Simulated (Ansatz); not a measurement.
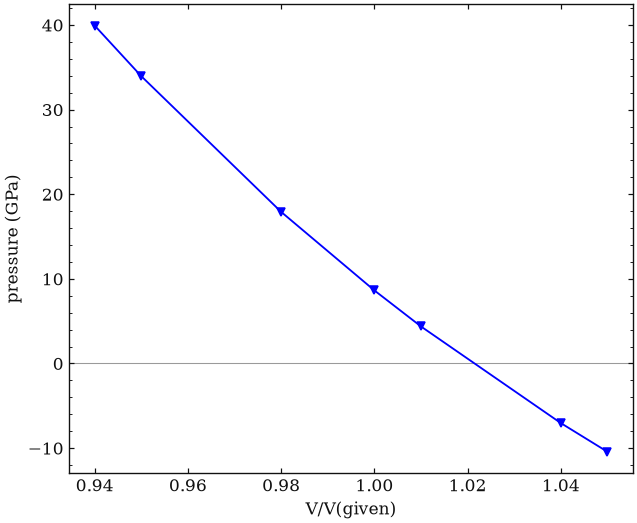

The figure shows the pressure against V/V(given).

Method: periodic Kohn-Sham DFT of a crystal at fixed atoms, scaled to the stated factor times the given cell; pressure positive in compression, energy less spherical unpolarised free atoms (Ansatz 0.2.0). Level: PBE.

For which of these solids was it computed?
A. Os, P6_3/mmc (No. 194), 14.0 Å³/atom
B. BaTiO₃, Pm-3m (No. 221), 12.9 Å³/atom
C. SnO, P4/nmm (No. 129), 17.5 Å³/atom

A, Os: pressure from −10.4 GPa to 39.9 GPa. The others give: SnO, pressure from −1.123 GPa to 8.735 GPa; BaTiO₃, pressure from −4.6 GPa to 13.5 GPa.

For BaTiO₃, limits of the calculation: field gradient without spin-orbit coupling on heavy atoms; no spin-orbit coupling on heavy atoms.

For Os, limits of the calculation: field gradient without spin-orbit coupling on heavy atoms; no gap: field gradients move with the k mesh; no spin-orbit coupling on heavy atoms; shape and atomic fractions are frozen while scaling, which makes layered, chain and framework solids too stiff.

For SnO, limits of the calculation: field gradient without spin-orbit coupling on heavy atoms; no gap: field gradients move with the k mesh; small gap, it may come from the mesh; shape and atomic fractions are frozen while scaling, which makes layered, chain and framework solids too stiff.
